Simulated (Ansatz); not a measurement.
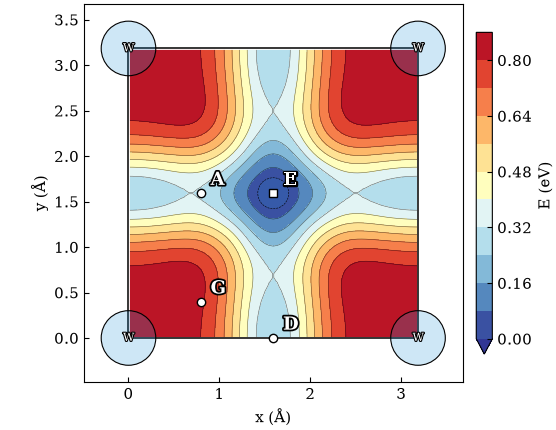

S on a W(100) slab cut from the Im-3m phase, its upper half relaxed before the scan (4 atoms of substrate and one adsorbate in a 1 × 1 cell). S is moved over the surface cell; relaxed at each place: the height of the adsorbate's atoms; substrate rigid; the origin of the map has the adsorbate above W4. Places are given modulo a cell vector. The map is drawn in real space over the plane of the surface. The scan uses an 8 × 8 grid; 15 points were computed and 49 follow by symmetry. Energies are in eV, from the lowest grid point. With one adsorbate in each 1 × 1 cell, its nearest image is 3.2 Å away, so neighbouring adsorbates interact. Computed with DFT PBE, scalar-relativistic, plane waves, PAW (Ansatz 0.2.0). Settings: cutoff 420 eV, k-mesh 8×8×1, gaussian smearing 0.1 eV, no spin polarisation.

In the figure: filled contours, labelled circles for the atoms of the top layer and small ones for the second layer, the outline of one cell of the plane, lettered points. Between grid points the surface is interpolated.

### Is D the lowest point of the computed grid?

No. D lies 0.25 eV above the lowest grid point, which is at a fourfold hollow over a second-layer W atom, (4/8, 4/8) of the cell vectors. It is a local minimum.

### What kind of point is each of A, D, E: minimum, saddle, maximum or slope?

A: saddle point; D: minimum; E: minimum. (In these two coordinates alone; a stationary point may lie a little off the grid point.)

PAW datasets: the set soft_1.
